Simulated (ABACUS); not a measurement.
# A series of single points on SnO

System: SnO (P4/nmm, 4 atoms in the cell).
Method: Kohn-Sham DFT of a periodic cell, PBEsol, PseudoDojo NC SR 0.4.1 PBEsol standard, no spin polarisation (ABACUS 3.10.1).

The 7 runs differ only in the geometry, by an even scaling of the cell at fixed fractional positions. The structure derives from a Materials Project entry.

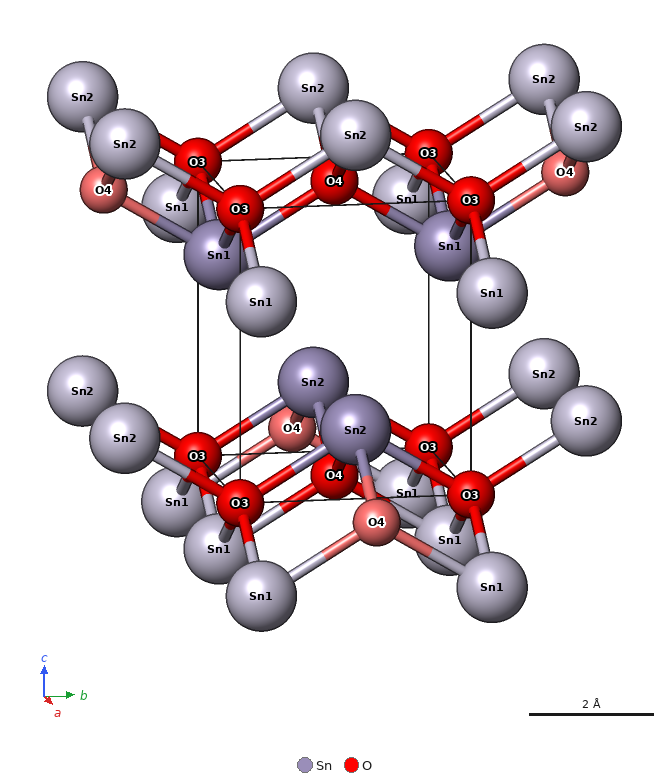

Figure 1. The structure of run 4 (ball-and-stick view of the cell of the calculation, seen slightly off an axis; neighbours outside the cell are drawn fainter; atoms are numbered from 1 in the order of the input). An atom can appear more than once, as a periodic image.

## Input of run 4
```
INPUT_PARAMETERS
suffix              SnO
calculation         scf
basis_type          pw
pseudo_dir          ./
symmetry            1
dft_functional      pbesol
ecutwfc             84
pseudo_rcut         7
nspin               1
nbands              24
ks_solver           dav
smearing_method     fd
smearing_sigma      0.00367493
scf_thr             1e-08
scf_nmax            100
mixing_type         broyden
mixing_beta         0.7
cal_force           1
cal_stress          1
kpar                4
```

## File STRU of run 4
```
ATOMIC_SPECIES
Sn 118.7100 Sn.upf
O 15.9990 O.upf

LATTICE_CONSTANT
1.8897261246

LATTICE_VECTORS
3.8136952200 0.0000000000 0.0000000000
0.0000000000 3.8136952200 0.0000000000
0.0000000000 0.0000000000 4.8869133000

ATOMIC_POSITIONS
Cartesian

Sn
0.0
2
1.9068476100 0.0000000000 3.7366616531 1 1 1
0.0000000000 1.9068476100 1.1502516469 1 1 1

O
0.0
2
0.0000000000 0.0000000000 0.0000000000 1 1 1
1.9068476100 1.9068476100 0.0000000000 1 1 1
```

## File KPT of run 4
```
K_POINTS
0
Gamma
6 6 5 0 0 0
```

Command:
```bash
OMP_NUM_THREADS=1 mpirun -np 4 abacus > log
```

Lattice vectors (Å) and fractional positions of run 4:
```
   3.813695    0.000000    0.000000
   0.000000    3.813695    0.000000
   0.000000    0.000000    4.886913
Sn  0.500000  0.000000  0.764626
Sn  0.000000  0.500000  0.235374
O   0.000000  0.000000  0.000000
O   0.500000  0.500000  0.000000
```

Run 2 differs from it as follows:
```diff
-3.8136952200 0.0000000000 0.0000000000
-0.0000000000 3.8136952200 0.0000000000
-0.0000000000 0.0000000000 4.8869133000
+3.7621524798 0.0000000000 0.0000000000
+0.0000000000 3.7621524798 0.0000000000
+0.0000000000 0.0000000000 4.8208658347
-1.9068476100 0.0000000000 3.7366616531 1 1 1
-0.0000000000 1.9068476100 1.1502516469 1 1 1
+1.8810762399 0.0000000000 3.6861600346 1 1 1
+0.0000000000 1.8810762399 1.1347058001 1 1 1
-1.9068476100 1.9068476100 0.0000000000 1 1 1
+1.8810762399 1.8810762399 0.0000000000 1 1 1
```

## Results, with one run withheld

```csv
run,volume per atom (Å³),"free energy per atom, from the lowest run given (meV)",pressure (GPa),gap on the mesh (eV)
1,16.703,20.82,6.59,0.00
2,17.058,?,?,?
3,17.414,2.14,1.95,0.05
4,17.769,0.00,−0.03,0.13
5,18.125,2.03,−1.81,0.19
6,18.480,7.80,−3.41,0.26
7,18.835,16.96,−4.86,0.32
```

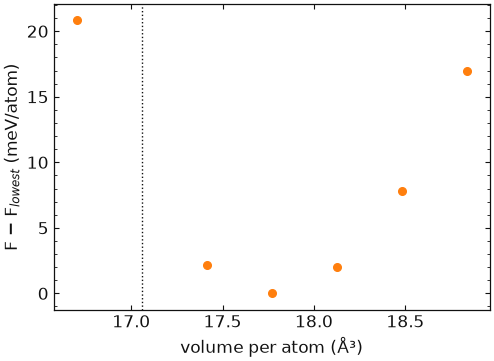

Figure 2. Free energy per atom of the runs given; the dotted line marks run 2.

What should run 2 give?

A cubic polynomial in V^(−2/3) (the Birch–Murnaghan form), fitted to the 6 runs given, misses them by under 0.01 meV per atom. With x = V^(−2/3) − 0.14633 Å⁻², it reads F = 0.15211 − 575.68 x + 5.4244e+05 x² + 3.6708e+05 x³ (meV per atom). At run 2 it gives 8.92 meV per atom, and the run itself gives 8.91. The slope of the fit gives a pressure −dF/dV of 4.17 GPa there, and the run prints 4.14 GPa. The fit has its minimum at 17.768 Å³ per atom, where V d²F/dV² gives 93.9 GPa. Cell shape and fractional positions are held, so this is the stiffness under even scaling; the relaxed bulk modulus wasn't computed and can be far lower in a crystal of layers, chains or molecules like this one. The gap on the mesh lies between 0.00 eV (run 1) and 0.32 eV (run 7); run 2 has 0.00 eV. These are gaps of this functional on this mesh, which can miss the band edges; they aren't the measured gap.

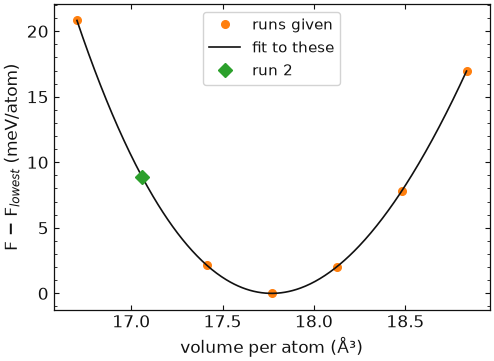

Figure 3. The fit and the withheld run.

## Some lines of the output (run 2)
```
[...]
 E_Fermi        0.7418189863         10.0929650982
 E_Fermi        0.8368966412         11.3865629572
 E_Fermi        0.7736615017         10.5262047464
 E_Fermi        0.7770841633         10.5727724459
 E_Fermi        0.7778781097         10.5835746414
 E_Fermi        0.7774941912         10.5783511624
 E_Fermi        0.7776418769         10.5803605293
 E_Fermi        0.7776558536         10.5805506923
 E_KS(sigma->0) -380.5144253180      -5177.1643555199
 E_Fermi        0.7776605405         10.5806144609
 final etot is -5177.165576 eV
 EFERMI = 10.580614461 eV
 TOTAL-PRESSURE: 41.364438 KBAR
 !FINAL_ETOT_IS -5177.1655759854356802 eV
```
